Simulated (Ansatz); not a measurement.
B17N18 (cell with a defect)

```
CELL_PARAMETERS angstrom
3.76827 -6.52684 0.00000
-7.53654 0.00000 0.00000
0.00000 0.00000 -8.34316
ATOMIC_POSITIONS crystal
B 0.11325 0.55655 0.74974
B 0.77663 0.55648 0.74974
B 0.44150 0.22130 0.74970
B 0.11333 0.22163 0.74971
B 0.77709 0.22093 0.74968
B 0.44146 0.88486 0.74959
B 0.11033 0.88762 0.74968
B 0.77641 0.88474 0.74959
B 0.55572 0.44484 0.24963
B 0.22270 0.44484 0.24963
B 0.88921 0.44483 0.24962
B 0.55573 0.11136 0.24963
B 0.22257 0.11156 0.24963
B 0.88921 0.11136 0.24963
B 0.55572 0.77786 0.24963
B 0.22257 0.77800 0.24963
B 0.88901 0.77800 0.24963
N 0.44472 0.55585 0.24963
N 0.11138 0.55585 0.24962
N 0.77805 0.55585 0.24962
N 0.44471 0.22251 0.24963
N 0.11138 0.22251 0.24963
N 0.77805 0.22252 0.24962
N 0.44471 0.88918 0.24962
N 0.11138 0.88918 0.24963
N 0.77805 0.88918 0.24962
N 0.56112 0.43672 0.74980
N 0.20940 0.43723 0.74982
N 0.88799 0.44268 0.74973
N 0.55530 0.11002 0.74965
N 0.22071 0.10826 0.74967
N 0.88794 0.11009 0.74966
N 0.56079 0.78880 0.74939
N 0.22066 0.77733 0.74969
N 0.88967 0.77725 0.74969
```

Spin-polarised.

The calculation used DFT PBE, scalar-relativistic, plane waves, PAW in Ansatz 0.2.0.

In a PAW calculation such maps are meaningful between the atoms, not at the nuclei.

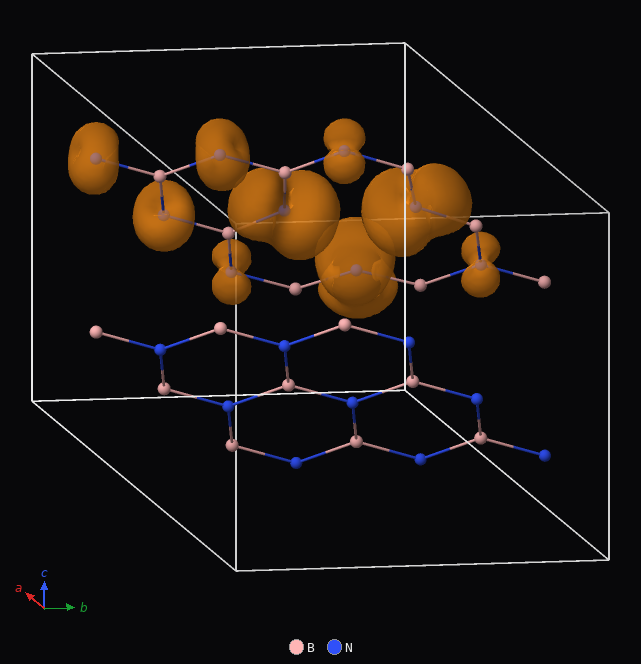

Figure 1. Isosurfaces of the magnetisation density (up minus down) at +0.03 (orange) and −0.03 e/Å³ (purple), seen at an oblique angle. Sticks mark near contacts.

Question: Describe the spin distribution.

Answer: The spin density sits on N: +0.3 μB in one cell of 35 atoms, with smaller moments on other sites: N (up to +0.29 μB): with much of the spin spread outside that site. The cell of the calculation (35 atoms) carries 2.0 μB of net spin moment. Only one sign reaches the isovalue.

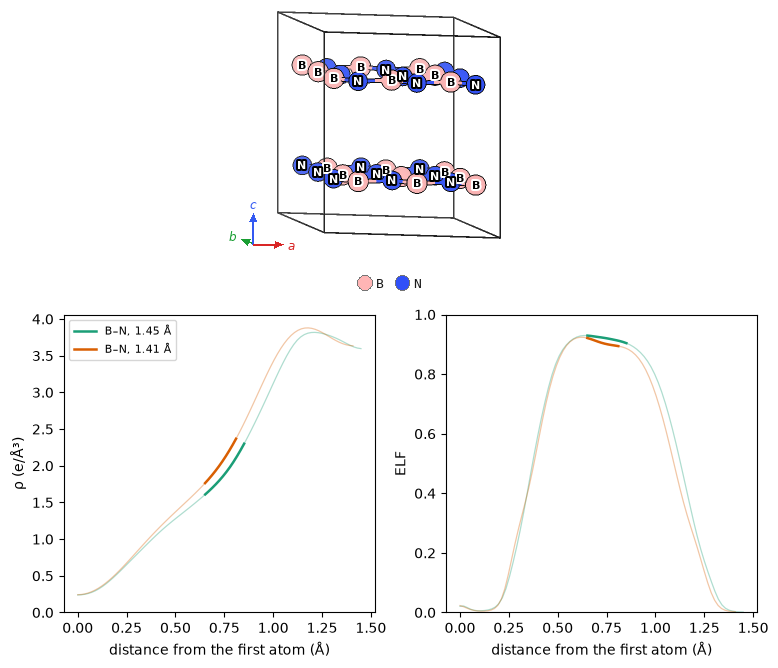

Figure 2. Valence charge density (pseudo) and electron localisation function along straight lines between neighbouring atoms. Thin, pale parts lie inside the atomic spheres. The structure is drawn too.

Question: Compare the contacts.

Answer: B–N (1.45 Å): the density is about 1.8 e/Å³ at the midpoint; the ELF peaks at about 0.95 between the atoms.
B–N (1.41 Å): the density is about 1.9 e/Å³ at the midpoint; the ELF peaks at about 0.90 between the atoms.

Question: Does the calculation make it a metal, or give it a gap?

Answer: It is metallic or semimetallic at this level of theory: no gap opens.
